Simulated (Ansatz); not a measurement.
# Pd(111) with 4 layers of random Pd-Nb, 2x2: scattering by chemical disorder, part 2 of 2

How strongly does chemical disorder scatter in Pd(111) with 4 layers of random Pd-Nb, 2x2?

Ansatz 0.2.0; Ansatz plane-wave DFT, PBE, PAW files; ballistic transport by layer matching (Landauer), zero bias; PAW set soft_1.

So far. Step 2 (With 4 alloy layers): Over the solved energies the transmission per spin lies between 1.58 and 1.86, out of 5.22 channels of the lead on average (up to 6.05).

## (3) With 8 alloy layers

System of this step: Pd(111) with 8 layers of random Pd-Nb, 2x2. The cell holds 56 atoms: 52 Pd and 4 Nb. Its edges and angles: a = 5.501 Å, b = 5.501 Å, c = 31.481 Å, α = 87.5°, β = 92.5°, γ = 120.0°. It derives from Pd. Regions: lead, 24 atoms (24 Pd); scattering region, 32 atoms (28 Pd and 4 Nb). The structure is stacked along c, and the current runs across the ab planes.

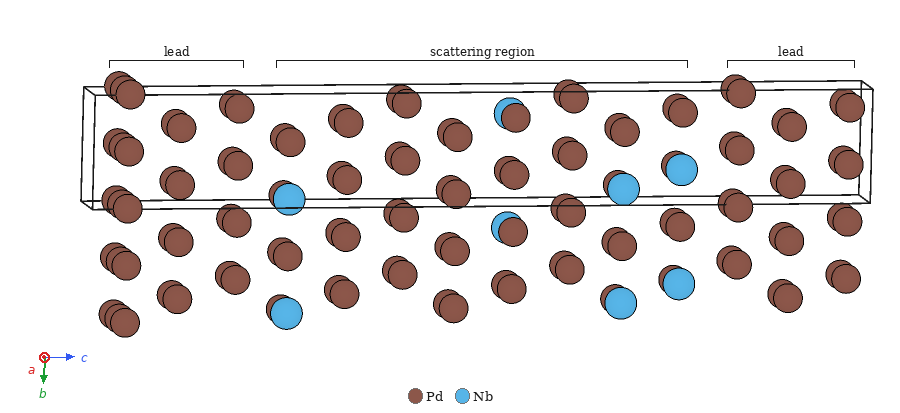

The cell of this step (palladium brown, niobium blue). 1×2×1 cells are drawn. Some periodic images of atoms are drawn too.

File input.yaml:

```yaml
crystal:
  lattice:
    - [5.5010079149, 0.0, 0.0]
    - [-2.7505039575, 4.7640126007, 0.0]
    - [-1.3752519787, 0.7940021001, 31.4408790793]
  atoms:
    - { symbol: Pd, position: [0.005952381, 0.994047619, 0.0357142857] }
    - { symbol: Pd, position: [0.005952381, 0.494047619, 0.0357142857] }
    - { symbol: Pd, position: [0.505952381, 0.994047619, 0.0357142857] }
    - { symbol: Pd, position: [0.505952381, 0.494047619, 0.0357142857] }
    - { symbol: Pd, position: [0.1845238095, 0.3154761905, 0.1071428571] }
    - { symbol: Pd, position: [0.1845238095, 0.8154761905, 0.1071428571] }
    - { symbol: Pd, position: [0.6845238095, 0.3154761905, 0.1071428571] }
    - { symbol: Pd, position: [0.6845238095, 0.8154761905, 0.1071428571] }
    - { symbol: Pd, position: [0.3630952381, 0.1369047619, 0.1785714286] }
    - { symbol: Pd, position: [0.3630952381, 0.6369047619, 0.1785714286] }
    - { symbol: Pd, position: [0.8630952381, 0.1369047619, 0.1785714286] }
    - { symbol: Pd, position: [0.8630952381, 0.6369047619, 0.1785714286] }
    - { symbol: Pd, position: [0.0416666667, 0.9583333333, 0.25] }
    - { symbol: Pd, position: [0.0416666667, 0.4583333333, 0.25] }
    - { symbol: Nb, position: [0.5416666667, 0.9583333333, 0.25] }
    - { symbol: Pd, position: [0.5416666667, 0.4583333333, 0.25] }
    - { symbol: Pd, position: [0.2202380952, 0.2797619048, 0.3214285714] }
    - { symbol: Pd, position: [0.2202380952, 0.7797619048, 0.3214285714] }
    - { symbol: Pd, position: [0.7202380952, 0.2797619048, 0.3214285714] }
    - { symbol: Pd, position: [0.7202380952, 0.7797619048, 0.3214285714] }
    - { symbol: Pd, position: [0.3988095238, 0.1011904762, 0.3928571429] }
    - { symbol: Pd, position: [0.3988095238, 0.6011904762, 0.3928571429] }
    - { symbol: Pd, position: [0.8988095238, 0.1011904762, 0.3928571429] }
    - { symbol: Pd, position: [0.8988095238, 0.6011904762, 0.3928571429] }
    - { symbol: Pd, position: [0.0773809524, 0.9226190476, 0.4642857143] }
    - { symbol: Pd, position: [0.0773809524, 0.4226190476, 0.4642857143] }
    - { symbol: Pd, position: [0.5773809524, 0.9226190476, 0.4642857143] }
    - { symbol: Pd, position: [0.5773809524, 0.4226190476, 0.4642857143] }
    - { symbol: Nb, position: [0.255952381, 0.244047619, 0.5357142857] }
    - { symbol: Pd, position: [0.255952381, 0.744047619, 0.5357142857] }
    - { symbol: Pd, position: [0.755952381, 0.244047619, 0.5357142857] }
    - { symbol: Pd, position: [0.755952381, 0.744047619, 0.5357142857] }
    - { symbol: Pd, position: [0.4345238095, 0.0654761905, 0.6071428571] }
    - { symbol: Pd, position: [0.4345238095, 0.5654761905, 0.6071428571] }
    - { symbol: Pd, position: [0.9345238095, 0.0654761905, 0.6071428571] }
    - { symbol: Pd, position: [0.9345238095, 0.5654761905, 0.6071428571] }
    - { symbol: Pd, position: [0.1130952381, 0.8869047619, 0.6785714286] }
    - { symbol: Pd, position: [0.1130952381, 0.3869047619, 0.6785714286] }
    - { symbol: Nb, position: [0.6130952381, 0.8869047619, 0.6785714286] }
    - { symbol: Pd, position: [0.6130952381, 0.3869047619, 0.6785714286] }
    - { symbol: Pd, position: [0.2916666667, 0.2083333333, 0.75] }
    - { symbol: Pd, position: [0.2916666667, 0.7083333333, 0.75] }
    - { symbol: Pd, position: [0.7916666667, 0.2083333333, 0.75] }
    - { symbol: Nb, position: [0.7916666667, 0.7083333333, 0.75] }
    - { symbol: Pd, position: [0.4702380952, 0.0297619048, 0.8214285714] }
    - { symbol: Pd, position: [0.4702380952, 0.5297619048, 0.8214285714] }
    - { symbol: Pd, position: [0.9702380952, 0.0297619048, 0.8214285714] }
    - { symbol: Pd, position: [0.9702380952, 0.5297619048, 0.8214285714] }
    - { symbol: Pd, position: [0.1488095238, 0.8511904762, 0.8928571429] }
    - { symbol: Pd, position: [0.1488095238, 0.3511904762, 0.8928571429] }
    - { symbol: Pd, position: [0.6488095238, 0.8511904762, 0.8928571429] }
    - { symbol: Pd, position: [0.6488095238, 0.3511904762, 0.8928571429] }
    - { symbol: Pd, position: [0.3273809524, 0.1726190476, 0.9642857143] }
    - { symbol: Pd, position: [0.3273809524, 0.6726190476, 0.9642857143] }
    - { symbol: Pd, position: [0.8273809524, 0.1726190476, 0.9642857143] }
    - { symbol: Pd, position: [0.8273809524, 0.6726190476, 0.9642857143] }
kpoints:
  mp_grid: { grid: [5, 5, 1] }
hamiltonian:
  xc: pbe
  pseudopotentials: { kind: paw, azcp: { folder: soft_1 } }
scf:
  occupations: { method: fermi_dirac, width: 0.1 }
output:
  transmission:
    leads: [[0, 4]]
    kmesh: [10, 10]
    e_range: [-0.05, 0.05]
    de: 0.05
  write_potential: true
  write_density: true
  volumetric_format: npy
```

On the command line:

```
ansatz run input.yaml --threads 4 --pin off --max-ram 15360MiB --backend cpu --events-out ev --progress --plain --runs-dir out
```

Numbers of over 12 decimals in the logs are rounded to 6 here.

The program printed:

```text
[...]
Crystal: 56 atoms, lattice volume = 823.967 Å³
Basis set: ecut = 420 eV, 16079 PW (Γ)
Bands: 593, of which v1, the nominal top of the filled ones, is band 494 counted from 1 (493 counted from 0)
Symmetry: 2 space group operations
[...]
k-points: 9 of 25 (time reversal used)
[...]
SCF iter   1: F=—  HF=-380914.440471 eV  |F-HF|=—  |Δ(HF+E_count)|=         —  Δρ=2.42e-1  dr2=2.71e3  ethr=3.10e-3  ⟨swp⟩=5.1  Hψ=16616  notcnv=0  defer=169
[...]
SCF iter  13: F=-380807.822468 eV  HF=-380807.822468 eV  |F-HF|=2.61e-8  |Δ(HF+E_count)|=   2.91e-9  Δρ=5.78e-7  dr2=2.74e-8  ethr=1.01e-11  ⟨swp⟩=1.0  Hψ=10214  notcnv=0
SCF 1 converged in 13 iterations: F = -380807.822468 eV  dr2 = 2.74e-8
[...]
transmission: 158 of 1550 steps passed
transmission: 310 of 1550 steps passed
[...]
transmission: 1550 of 1550 steps passed
SCF converged after 13 iterations
Free energy (F): -380807.822468 eV
[...]
Internal energy: -380805.511815 eV  (E = F + TS)
E sigma→0 (E₀):  -380806.667142 eV
Entropy (-TS):   -2.310653 eV (-41.262 meV/atom)
Fermi energy:    20.156784 eV
[...]
--- Band table (eV; the first three rows and the last of 9) ---
  k-point 0: bands = [... 490 lower, 20.2574, 20.2581, 20.2721, 20.2732, 20.2834, 20.3465, 20.3485, 20.3598, ... 95 higher]
  k-point 1: bands = [... 490 lower, 20.1128, 20.1246, 20.1784, 20.2134, 20.2287, 20.2525, 20.2862, 20.3220, ... 95 higher]
  k-point 2: bands = [... 490 lower, 20.0348, 20.0576, 20.0771, 20.0911, 20.1096, 20.1188, 20.1367, 20.1948, ... 95 higher]
  k-point 8: bands = [... 490 lower, 20.0542, 20.0595, 20.0691, 20.0919, 20.1140, 20.1233, 20.1328, 20.2170, ... 95 higher]
--- Transmission ---
  basis      : 235 plane waves across, 50 finite elements along
  points     : 31, standing for a mesh of 10 x 10
[...]
channels       : 5.290000e0 a spin
[...]
junction   : crystal 0 to crystal 0, 0.70 to 29.89 Å
    transmission   : 1.337878e0 a spin
[...]
```

Elapsed: 11 min, on 4 threads of Arm Neoverse V2, shared host; peak memory 8.4 GiB; 43 min of CPU time.

This step gave:

* free energy: -380807.8225 eV
* energy at zero smearing: -380806.6671 eV
* Fermi energy: 20.16 eV
* transmission per spin nearest the Fermi level: 1.338
* open channels per spin nearest the Fermi level: 5.29
* step of the lead's potential: 27.8 meV

Per spin. The transmission, zone mean by energy, zero at the Fermi level:

| energy (eV) | transmission, zone mean |
| --- | --- |
| -0.0500 | 1.44 |
| 0.0000 | 1.34 |
| 0.0500 | 1.30 |

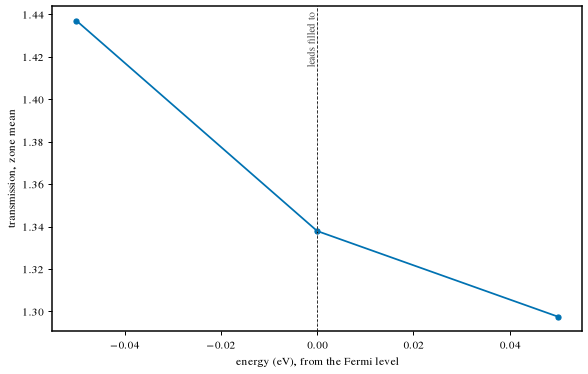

Transmission, zone mean against energy.

Over the solved energies the transmission per spin lies between 1.30 and 1.44, out of 5.57 channels of the lead on average (up to 6.53). The log calls the step of a lead's potential too much.

## (4) With 12 alloy layers

System of this step: Pd(111) with 12 layers of random Pd-Nb, 2x2. The cell holds 72 atoms: 66 Pd and 6 Nb. Cell: a = 5.501 Å, b = 5.501 Å, c = 40.424 Å, α = 90.0°, β = 90.0°, γ = 120.0°. It derives from Pd. Regions: lead, 24 atoms (24 Pd); scattering region, 48 atoms (42 Pd and 6 Nb). The structure is stacked along c, and the current runs across the ab planes.

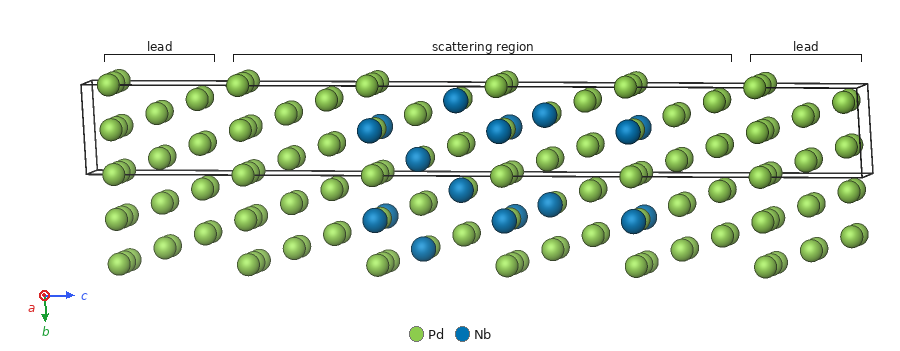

The cell of this step (palladium green, niobium blue). 1×2×1 cells are drawn. Some periodic images of atoms are drawn too.

File input.yaml:

```yaml
crystal:
  lattice:
    - [5.5010079149, 0.0, 0.0]
    - [-2.7505039575, 4.7640126007, 0.0]
    - [0.0, 0.0, 40.4239873877]
  atoms:
    - { symbol: Pd, position: [0.0, 0.0, 0.0277777778] }
    - { symbol: Pd, position: [0.0, 0.5, 0.0277777778] }
    - { symbol: Pd, position: [0.5, 0.0, 0.0277777778] }
    - { symbol: Pd, position: [0.5, 0.5, 0.0277777778] }
    - { symbol: Pd, position: [0.1666666667, 0.3333333333, 0.0833333333] }
    - { symbol: Pd, position: [0.1666666667, 0.8333333333, 0.0833333333] }
    - { symbol: Pd, position: [0.6666666667, 0.3333333333, 0.0833333333] }
    - { symbol: Pd, position: [0.6666666667, 0.8333333333, 0.0833333333] }
    - { symbol: Pd, position: [0.3333333333, 0.1666666667, 0.1388888889] }
    - { symbol: Pd, position: [0.3333333333, 0.6666666667, 0.1388888889] }
    - { symbol: Pd, position: [0.8333333333, 0.1666666667, 0.1388888889] }
    - { symbol: Pd, position: [0.8333333333, 0.6666666667, 0.1388888889] }
    - { symbol: Pd, position: [0.0, 0.0, 0.1944444444] }
    - { symbol: Pd, position: [0.0, 0.5, 0.1944444444] }
    - { symbol: Pd, position: [0.5, 0.0, 0.1944444444] }
    - { symbol: Pd, position: [0.5, 0.5, 0.1944444444] }
    - { symbol: Pd, position: [0.1666666667, 0.3333333333, 0.25] }
    - { symbol: Pd, position: [0.1666666667, 0.8333333333, 0.25] }
    - { symbol: Pd, position: [0.6666666667, 0.3333333333, 0.25] }
    - { symbol: Pd, position: [0.6666666667, 0.8333333333, 0.25] }
    - { symbol: Pd, position: [0.3333333333, 0.1666666667, 0.3055555556] }
    - { symbol: Pd, position: [0.3333333333, 0.6666666667, 0.3055555556] }
    - { symbol: Pd, position: [0.8333333333, 0.1666666667, 0.3055555556] }
    - { symbol: Pd, position: [0.8333333333, 0.6666666667, 0.3055555556] }
    - { symbol: Pd, position: [0.0, 0.0, 0.3611111111] }
    - { symbol: Nb, position: [0.0, 0.5, 0.3611111111] }
    - { symbol: Pd, position: [0.5, 0.0, 0.3611111111] }
    - { symbol: Pd, position: [0.5, 0.5, 0.3611111111] }
    - { symbol: Pd, position: [0.1666666667, 0.3333333333, 0.4166666667] }
    - { symbol: Pd, position: [0.1666666667, 0.8333333333, 0.4166666667] }
    - { symbol: Pd, position: [0.6666666667, 0.3333333333, 0.4166666667] }
    - { symbol: Nb, position: [0.6666666667, 0.8333333333, 0.4166666667] }
    - { symbol: Pd, position: [0.3333333333, 0.1666666667, 0.4722222222] }
    - { symbol: Pd, position: [0.3333333333, 0.6666666667, 0.4722222222] }
    - { symbol: Nb, position: [0.8333333333, 0.1666666667, 0.4722222222] }
    - { symbol: Pd, position: [0.8333333333, 0.6666666667, 0.4722222222] }
    - { symbol: Pd, position: [0.0, 0.0, 0.5277777778] }
    - { symbol: Nb, position: [0.0, 0.5, 0.5277777778] }
    - { symbol: Pd, position: [0.5, 0.0, 0.5277777778] }
    - { symbol: Pd, position: [0.5, 0.5, 0.5277777778] }
    - { symbol: Pd, position: [0.1666666667, 0.3333333333, 0.5833333333] }
    - { symbol: Pd, position: [0.1666666667, 0.8333333333, 0.5833333333] }
    - { symbol: Nb, position: [0.6666666667, 0.3333333333, 0.5833333333] }
    - { symbol: Pd, position: [0.6666666667, 0.8333333333, 0.5833333333] }
    - { symbol: Pd, position: [0.3333333333, 0.1666666667, 0.6388888889] }
    - { symbol: Pd, position: [0.3333333333, 0.6666666667, 0.6388888889] }
    - { symbol: Pd, position: [0.8333333333, 0.1666666667, 0.6388888889] }
    - { symbol: Pd, position: [0.8333333333, 0.6666666667, 0.6388888889] }
    - { symbol: Pd, position: [0.0, 0.0, 0.6944444444] }
    - { symbol: Nb, position: [0.0, 0.5, 0.6944444444] }
    - { symbol: Pd, position: [0.5, 0.0, 0.6944444444] }
    - { symbol: Pd, position: [0.5, 0.5, 0.6944444444] }
    - { symbol: Pd, position: [0.1666666667, 0.3333333333, 0.75] }
    - { symbol: Pd, position: [0.1666666667, 0.8333333333, 0.75] }
    - { symbol: Pd, position: [0.6666666667, 0.3333333333, 0.75] }
    - { symbol: Pd, position: [0.6666666667, 0.8333333333, 0.75] }
    - { symbol: Pd, position: [0.3333333333, 0.1666666667, 0.8055555556] }
    - { symbol: Pd, position: [0.3333333333, 0.6666666667, 0.8055555556] }
    - { symbol: Pd, position: [0.8333333333, 0.1666666667, 0.8055555556] }
    - { symbol: Pd, position: [0.8333333333, 0.6666666667, 0.8055555556] }
    - { symbol: Pd, position: [0.0, 0.0, 0.8611111111] }
    - { symbol: Pd, position: [0.0, 0.5, 0.8611111111] }
    - { symbol: Pd, position: [0.5, 0.0, 0.8611111111] }
    - { symbol: Pd, position: [0.5, 0.5, 0.8611111111] }
    - { symbol: Pd, position: [0.1666666667, 0.3333333333, 0.9166666667] }
    - { symbol: Pd, position: [0.1666666667, 0.8333333333, 0.9166666667] }
    - { symbol: Pd, position: [0.6666666667, 0.3333333333, 0.9166666667] }
    - { symbol: Pd, position: [0.6666666667, 0.8333333333, 0.9166666667] }
    - { symbol: Pd, position: [0.3333333333, 0.1666666667, 0.9722222222] }
    - { symbol: Pd, position: [0.3333333333, 0.6666666667, 0.9722222222] }
    - { symbol: Pd, position: [0.8333333333, 0.1666666667, 0.9722222222] }
    - { symbol: Pd, position: [0.8333333333, 0.6666666667, 0.9722222222] }
kpoints:
  mp_grid: { grid: [5, 5, 1] }
hamiltonian:
  xc: pbe
  pseudopotentials: { kind: paw, azcp: { folder: soft_1 } }
scf:
  occupations: { method: fermi_dirac, width: 0.1 }
output:
  transmission:
    leads: [[0, 4]]
    kmesh: [10, 10]
    e_range: [-0.05, 0.05]
    de: 0.05
  write_potential: true
  write_density: true
  volumetric_format: npy
```

The program printed:

```text
[...]
Crystal: 72 atoms, lattice volume = 1059.386 Å³
Basis set: ecut = 420 eV, 20709 PW (Γ)
Bands: 760, of which v1, the nominal top of the filled ones, is band 633 counted from 1 (632 counted from 0)
Symmetry: 1 space group operations
[...]
k-points: 13 of 25 (time reversal used)
[...]
SCF iter   1: F=—  HF=-487675.614255 eV  |F-HF|=—  |Δ(HF+E_count)|=         —  Δρ=2.44e-1  dr2=8.86e3  ethr=3.10e-3  ⟨swp⟩=5.0  Hψ=30815  notcnv=0  defer=282
[...]
SCF iter  14: F=-487534.983859 eV  HF=-487534.983859 eV  |F-HF|=3.38e-9  |Δ(HF+E_count)|=   1.40e-9  Δρ=1.90e-7  dr2=3.68e-9  ethr=7.90e-12  ⟨swp⟩=8.5  Hψ=21516  notcnv=0
SCF 1 converged in 14 iterations: F = -487534.983859 eV  dr2 = 3.68e-9
[...]
transmission: 338 of 3380 steps passed
transmission: 676 of 3380 steps passed
[...]
transmission: 3380 of 3380 steps passed
SCF converged after 14 iterations
Free energy (F): -487534.983859 eV
[...]
Internal energy: -487531.897523 eV  (E = F + TS)
E sigma→0 (E₀):  -487533.440691 eV
Entropy (-TS):   -3.086336 eV (-42.866 meV/atom)
Fermi energy:    20.220630 eV
[...]
--- Band table (eV; the first three rows and the last of 13) ---
  k-point 0: bands = [... 629 lower, 20.3521, 20.3910, 20.3917, 20.3988, 20.4047, 20.4505, 20.4507, 20.4549, ... 123 higher]
  k-point 1: bands = [... 629 lower, 20.2068, 20.2442, 20.2689, 20.2857, 20.3249, 20.3360, 20.3542, 20.3780, ... 123 higher]
  k-point 2: bands = [... 629 lower, 20.1400, 20.1642, 20.1669, 20.1867, 20.1984, 20.2059, 20.2418, 20.2465, ... 123 higher]
  k-point 12: bands = [... 629 lower, 20.1011, 20.1278, 20.1370, 20.1918, 20.2099, 20.2309, 20.2453, 20.2489, ... 123 higher]
--- Transmission ---
  basis      : 235 plane waves across, 65 finite elements along
  points     : 52, standing for a mesh of 10 x 10
[...]
channels       : 5.230000e0 a spin
[...]
junction   : crystal 0 to crystal 0, 1.55 to 39.73 Å
    transmission   : 9.174618e-1 a spin
[...]
```

Elapsed: 29 min, on 4 threads; peak memory 8.1 GiB.

Numbers from this step:

| Item | Value |
| --- | --- |
| free energy | -487534.9839 eV |
| energy at zero smearing | -487533.4407 eV |
| Fermi energy | 20.22 eV |
| transmission per spin nearest the Fermi level | 0.9175 |
| open channels per spin nearest the Fermi level | 5.23 |
| step of the lead's potential | 3.1 meV |

Per spin. Transmission, zone mean against energy, zero at the Fermi level:

```csv
energy (eV),"transmission, zone mean"
-0.0500,1.04
0.0000,0.917
0.0500,0.862
```

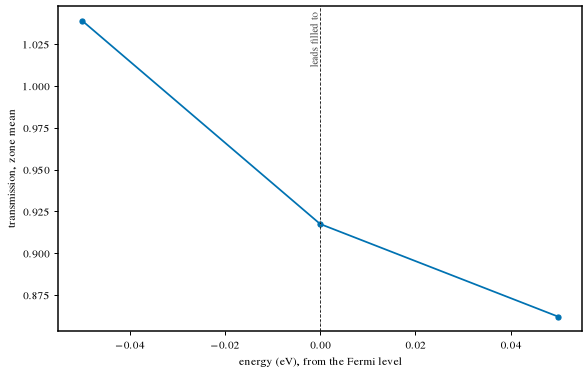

Transmission, zone mean against energy.

Over the solved energies the transmission per spin lies between 0.862 and 1.04, out of 5.27 channels of the lead on average (up to 6.13).

## (5) The fit

This step: Ansatz plane-wave DFT, PBE, PAW files; ballistic transport by layer matching (Landauer), zero bias; residual resistivity from the slope of the area resistance, atoms on the host's lattice; PAW set soft_1 (Ansatz 0.2.0).

Numbers from this step:

* resistivity: 90.91 µΩ cm
* intercept: 0.4226 fΩ m²
* scatter about the fit: 0.1211 fΩ m²

Resistance, by row:

```
run  length (Å)       T  channels N  RA (fΩ m²)
 n4       8.983   1.715       5.223       1.325
 n8       17.97   1.357       5.573       1.885
n12       26.95  0.9395        5.27       2.958
```

The area resistance by length of the alloy:

```csv
length of the alloy (Å),area resistance (fΩ m²)
8.98,1.32
17.97,1.88
26.95,2.96
```

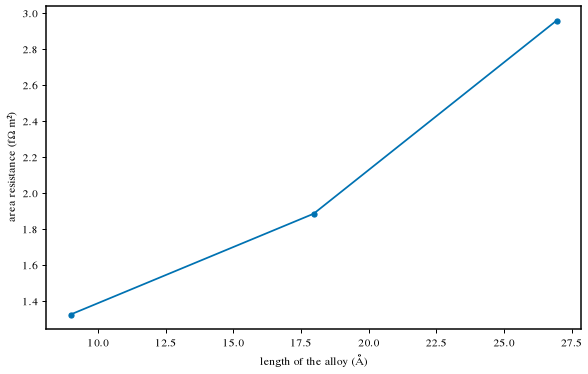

Area resistance against length of the alloy.

The area resistance goes from 1.3 to 3.0 fΩ m² between 9.0 and 26.9 Å, a slope of 91 µΩ cm.

By hand from the end points: (2.958 − 1.325) fΩ m² / (26.95 − 8.98) Å = 91 µΩ cm, since 1 fΩ m² per Å is 1000 µΩ cm.

## (6) Summary of results

```
resistivity from the slope  : 90.9 µΩ cm
area resistance over 8.98 Å : 1.32 fΩ m²
area resistance over 18.0 Å : 1.88 fΩ m²
area resistance over 26.9 Å : 2.96 fΩ m²
```

The slope gives 91 µΩ cm. The points scatter by 0.12 fΩ m² about the line, with one random draw a length in a 2x2 cell, so the slope is a rough value. The lead's own channel count moves between the runs (5.22, 5.57 and 5.27), which shifts RA and the slope too. Read with a model of isotropic scattering on a spherical Fermi surface and the lead's 1.5×10¹⁵ S/m², this slope means a mean free path near 5.3 Å; over these lengths the model's slope is within 3 % of its bulk resistivity, though a free path of a few ångströms strains the picture. The draw over the shortest length came out nearly ordered, with 8 symmetry operations, so that point is a poor sample of a random alloy. The atoms sit on the host's lattice, so scattering by size misfit is left out. A lead's potential steps by up to 28 meV from period to period, which the log calls too much, so longer leads could move the result.

[Logs are printed without paths, hosts, clocks, repeated set-up lines and the standing remarks that a program may print on its own settings, such as how far it seeks lower states.]

[Hosts, paths, dates, database ids (printed as entryN), source tags and the programs' standing remarks are cut or masked in the printed files.]
